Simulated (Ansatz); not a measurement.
## Band-structure calculation of Al

The run: band-structure calculation of Al (P6₃/mmc, 2 atoms in the cell). Method and program: DFT PBE, scalar-relativistic, plane waves, PAW, no spin polarisation (Ansatz 0.2.0).

The structure was made by a generator, so it may or may not be a known phase.

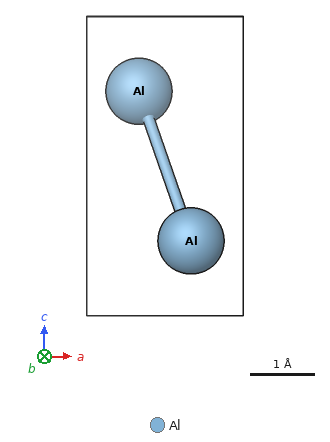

**Figure 1.** The structure (ball-and-stick view of the cell of the calculation, set on other vectors, along the b axis). Near neighbours in the crystal (not all of them lie inside the picture): Al has 12 Al at 2.85 to 2.88 Å.

## The input
```yaml
crystal:
  lattice:
    - [1.4248558297, -2.4690075284, 0.041344843]
    - [1.4248558297, 2.4690075284, 0.041344843]
    - [-0.1372169638, 0.0, 4.7271913602]
  atoms:
    - { symbol: Al, position: [0.6666707113, 0.3333292887, 0.75] }
    - { symbol: Al, position: [0.3333292887, 0.6666707113, 0.25] }
basis:
  ecutwfc: 420
kpoints:
  mp_grid: { grid: [22, 22, 12] }
  band_path:
    path:
      - [[0.0, 0.0, 0.0], [-4.67e-06, 0.50000117, -8.54e-06], [-0.33334033, 0.66667133, -5.69e-06], [0.0, 0.0, 0.0], [0.0, 0.0, 0.5], [-4.67e-06, 0.50000117, 0.49999146], [-0.33334033, 0.66667133, 0.49999431], [0.0, 0.0, 0.5]]
      - [[-4.67e-06, 0.50000117, 0.49999146], [-4.67e-06, 0.50000117, -8.54e-06]]
      - [[-0.33334033, 0.66667133, 0.49999431], [-0.33334033, 0.66667133, -5.69e-06]]
    npoints: 14
hamiltonian:
  xc: pbe
scf:
  occupations: { method: gaussian, width: 0.1 }
  n_extra_bands: 6
output:
  forces: true
  stress: true
  eigenvalues: true
  populations: true
  dos: { projected: true, de: 0.02, nscf_kmesh: { grid: [27, 27, 15] } }
  bader: true
  write_density: true
  write_potential: true
  elf: true
  volumetric_format: npy
```

Launched with:
```bash
ansatz run input.yaml --threads 1 --pin off --max-ram 2560MiB --backend cpu --events-out ev --progress --plain --runs-dir out
```

## Output
```
Warning: 20 symmetry operations that the atoms keep within the bar at which the run's group was sought (crystal.symmetry.tolerance 1.0e-5, or twice it) were not taken beside the 4 unitary ones that the detection took (of a slab, those that keep its plane). If the more symmetric cell is meant, write the vectors of crystal.lattice to more decimals, or, with the positions in fractional coordinates, give it by lengths and angles (which lays the cell in the standard orientation, to which the deck's other Cartesian keys then refer), with the lengths that are meant to be equal typed equal, the angles likewise, and each angle that the symmetry fixes typed at its exact value (of a frozen-density pass: in the run whose state it reads). The detection then takes those 20 too, where the atoms keep them as a group. The lattice (crystal.lattice as typed, or as saved on a frozen-density pass laid at its state's geometry) misses each of them by more than the tolerance, the farthest off changing a squared length by the fraction 3.7e-5. The run does not impose them: its cell is that one, or, where this deck is also told that its lattice was moved onto its group, that cell laid onto the operations that were taken. If the cell is strained on purpose, what lies past the tolerance is rightly left out.
scf.n_extra_bands = 6 over 3 filled bands (N_el = 6.0): the run solves 9 bands
Engine: ansatz 0.2.0, aarch64-unknown-linux-gnu
Pseudopotentials: kind: paw
Pseudopotential: Al, paw, valence charge 3, recommended cutoff 420 eV (normal), Al.paw.azcp
Functional definition: PBE
  parameter kappa = 0.804
  parameter beta = 0.06672455060314922
  exchange = pbe_x(kappa = kappa, mu = beta*pi^2/3)
  correlation = pbe_c(beta = beta)
Crystal: 2 atoms, lattice volume = 33.288 Å³
Basis set: ecut = 420 eV, 651 PW (Γ), exchange–correlation on 40×40×64 points (8 copies of the dense FFT grid, shifted against one another)
Bands: 9, of which v1, the nominal top of the filled ones, is band 3 counted from 1 (2 counted from 0)
Symmetry: 4 space group operations
Space group: C2/c (ITA 15), of the structure as read, at distance tolerance 3.2e-5 Å
k-points: 1531 of 5808
Non-local potential: Al, projectors of the file, l = 0: 2, l = 1: 2, l = 2: 1
PAW form: soft (Blöchl's): semilocal exchange-correlation on the pseudo side does not see the compensation charge
PAW one-centre angular grid: Al, 110 points (default); XC on 64 Gauss nodes
Initial density: superposition of atomic densities (neutral atoms: chi_scale 0, normalization atom), corrected by the library's trained network
Initial wavefunctions: pseudopotential atomic-orbital guess
Functional: x = pbe(κ = 0.804, μ = 0.2195149727645171), c = pbe(β = 0.06672455060314922)
SCF iter   1: F=—  HF=-1074.944102 eV  |F-HF|=—  |Δ(HF+E_count)|=         —  Δρ=1.81e-3  dr2=1.32e-3  ethr=1.77e-3  ⟨swp⟩=5.1  Hψ=99140  notcnv=0  defer=33
preconditioner: auto → none  [metal: Δε(μ)=0.014 eV  Ē_g=10.569 eV  σ=0.100 eV  W_gap=0.08  n_scr=2 (ndim 8)  ℏωp=15.8 eV  f_vac=0.000  D(μ)=0.76/eV (n_scr^D=2)  sad-step TF]
SCF iter   2: F=—  HF=-1074.943938 eV  |F-HF|=—  |Δ(HF+E_count)|=   1.64e-4  Δρ=1.11e-3  dr2=5.04e-4  ethr=2.20e-5  ⟨swp⟩=1.0  Hψ=26048  notcnv=0  defer=83
SCF iter   3: F=—  HF=-1074.943805 eV  |F-HF|=—  |Δ(HF+E_count)|=   1.33e-4  Δρ=3.85e-5  dr2=4.27e-7  ethr=8.40e-6  ⟨swp⟩=1.2  Hψ=12404  notcnv=0  defer=83
SCF iter   4: F=—  HF=-1074.943827 eV  |F-HF|=—  |Δ(HF+E_count)|=   2.28e-5  Δρ=1.09e-5  dr2=2.53e-8  ethr=7.11e-9  ⟨swp⟩=2.0  Hψ=16437  notcnv=0  defer=83
iter 5 did not close the SCF: its close was put off for the readings that it lacked (scf_convergence_deferred on its scf_iter line)
SCF iter   5: F=-1074.943827 eV  HF=-1074.943827 eV  |F-HF|=2.39e-11  |Δ(HF+E_count)|=   1.38e-8  Δρ=1.52e-6  dr2=5.84e-10  ethr=4.21e-10  ⟨swp⟩=1.7  Hψ=15201  notcnv=0  defer=83
SCF iter   6: F=-1074.943827 eV  HF=-1074.943827 eV  |F-HF|=4.55e-13  |Δ(HF+E_count)|=  5.09e-11  Δρ=2.47e-7  dr2=1.68e-11  ethr=9.74e-12  ⟨swp⟩=6.8  Hψ=68649  notcnv=0
SCF 1 converged in 6 iterations: F = -1074.943827 eV  dr2 = 1.68e-11
  greatest PAW one-centre occupation: 0.454 electrons in one spin orbital (limit 2), on the Al atom at site 1 (counted from 0), in its partial waves of l = 0
```

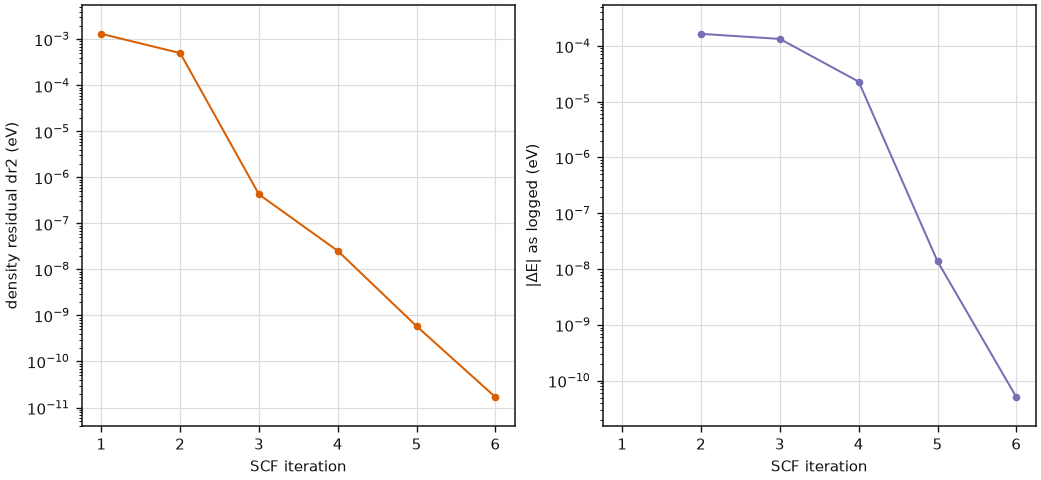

**Figure 2.** Convergence of the self-consistent field: density residual dr2 and size of the energy change against the SCF iteration. The residual falls at every step.

```
NSCF: frozen V_eff on 129 k-points
NSCF: frozen V_eff on 2842 k-points
SCF converged after 6 iterations
Free energy (F): -1074.943827 eV
Harris-Foulkes:  -1074.943827 eV  (|F-HF|=4.55e-13)
Internal energy: -1074.940015 eV  (E = F + TS)
E sigma→0 (E₀):  -1074.941921 eV
Entropy (-TS):   -0.003813 eV (-1.906 meV/atom)
Fermi energy:    7.841872 eV
--- Per-component energies (eV) ---
  E_band       = 20.784238
  E_kinetic    = 45.206146
  E_local      = 19.496770  (includes V_loc(G=0)·N_el)
  E_nonlocal   = 20.751008
  E_hartree    = 0.190463
  E_xc         = -79.354078
  E_vxc        = -57.757109  (∫ρ·V_xc dr)
  E_paw        = -934.635996  (= ΣΔE_a)
  E_vpaw       = -7.293497  (= ΣTr[D̂ρ^β])
  E_aug_tail   = -0.000004  (compensation charges beyond the density's cutoff)
  E_ewald      = -146.594323
  E_smearing   = -0.003813  (= −TS)
  E_closure    = -0.000000  (closes the sum)
  Σ components = -1074.943827   (vs F -1074.943827, Δ=0.00e0)
--- Forces (eV/Å), atoms counted from 1 ---
  atom   1  Al    -0.00000000     0.00003958     0.00000000
  atom   2  Al     0.00000000    -0.00003958    -0.00000000
  max |Σ_I F_I| component: 0.00e0 eV/Å
--- Stress (GPa, compression-positive) ---
       -0.001739      -0.000000       0.000014
       -0.000000      -0.003223       0.000000
        0.000014       0.000000       0.002270
  P = ⅓ Tr σ = -0.0009 GPa (-0.009 kbar)
--- Band table (eV; the first three rows and the last of 1531) ---
  k-point 0: bands = ["-3.2168", "3.2224", "3.2903", "18.5879", "18.5883", "18.9281", "18.9286", "19.6315", "21.5701"]
  k-point 1: bands = ["-3.1708", "2.2400", "4.3538", "18.6232", "18.6236", "18.8094", "18.9669", "18.9675", "21.9818"]
  k-point 2: bands = ["-3.0331", "1.3070", "5.5298", "17.3242", "18.7288", "18.7292", "19.0825", "19.0830", "22.0905"]
  k-point 1530: bands = ["3.9830", "3.9830", "4.6748", "4.6748", "15.0043", "15.0043", "15.3640", "15.3640", "16.3491"]
--- Löwdin populations: 2 sites ---
  site symbol       q [e]
     0     Al      2.9535
     1     Al      2.9535
  spilling = 0.015497 (of n_electrons = 6.000000)
--- Bader charges: 2 sites ---
  site symbol  charge [e]  shift [e]
     0     Al      0.0000     0.0000
     1     Al      0.0000     0.0000
  estimated error of the sums over rays = 5.1e-5 e
```

## File populations.tsv
```
# site	symbol	l	j	q
# orbitals = lowdin
# n_electrons = 6.000000
# spilling = 0.015497
0	Al	0_3S	-	0.947713
0	Al	1_3P	-	2.005795
1	Al	0_3S	-	0.947713
1	Al	1_3P	-	2.005795
```

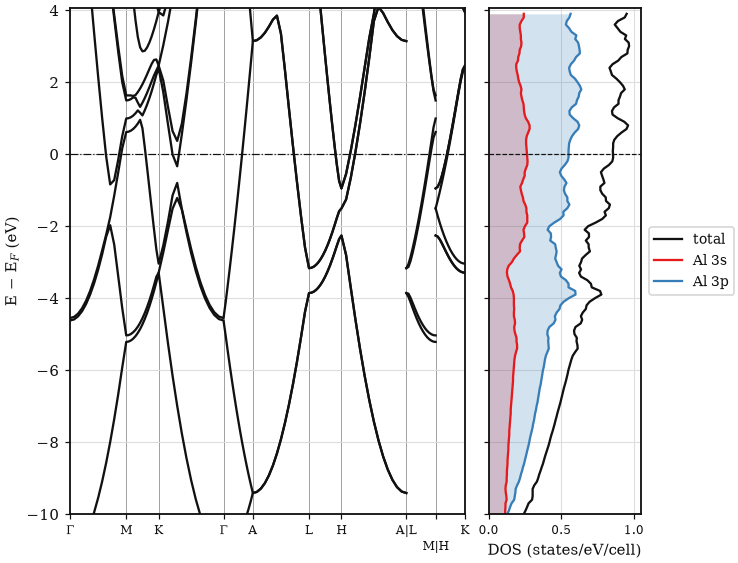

**Figure 3.** Band structure along Γ–M–K–Γ–A–L–H–A|L–M|H–K and density of states (projected on Löwdin-orthogonalised atomic shells), with energies from the Fermi level. Bands cross the Fermi level: a metal at this level of theory.

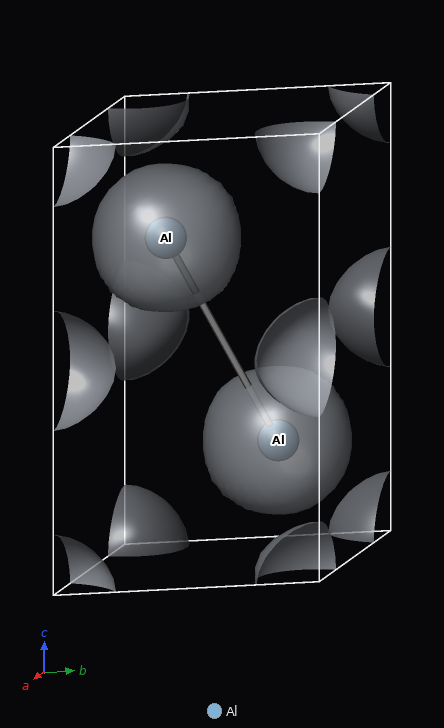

**Figure 4.** Isosurface of the electron localisation function at 0.4 (grey), seen slightly off an axis. Core shells and regions of very low density are left out. Sticks mark near contacts. The outline is the cell set on symmetry axes. The ELF exceeds this value in one network that runs through the whole crystal, counted in one cell of 2 atoms. Along the contacts the grid gives the following. Al–Al (2.85 Å): the ELF peaks at about 0.65 between the atoms. In a PAW calculation such maps are meaningful between the atoms, not at the nuclei.

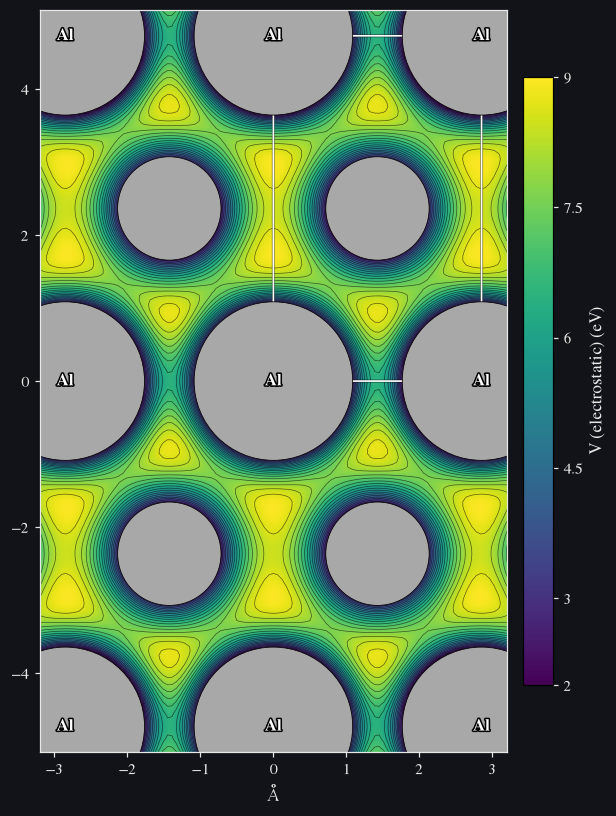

**Figure 5.** Electrostatic potential (local pseudopotential plus Hartree) felt by an electron on the (010) plane of the conventional cell. Grey discs, where drawn, cover atomic cores. The section cuts through Al sites. Outside the cores the potential energy rises away from the atoms and is highest about 1.8 Å from the nearest atoms; outside the discs it spans about 6 eV, and its zero is arbitrary.

## Results in brief

| quantity | value |
| --- | --- |
| outcome | converged |
| space group (tolerance 0.01 Å) | P6₃/mmc (194) |
| electrons treated | 6 |
| free energy | −1074.9438 eV |
| Fermi energy | 7.842 eV |
| gap on the k-point mesh | none (metallic) |
| pressure | 0.00 GPa |
| largest force (length of the vector) | under 0.001 eV/Å |
| hardware | 1 thread of Arm Neoverse V1, 24 GiB of memory available, shared host |
| wall time | 68 s |
| peak memory | 0.87 GiB |

## Remarks

Warnings of the run: near-symmetries of the structure were not used.
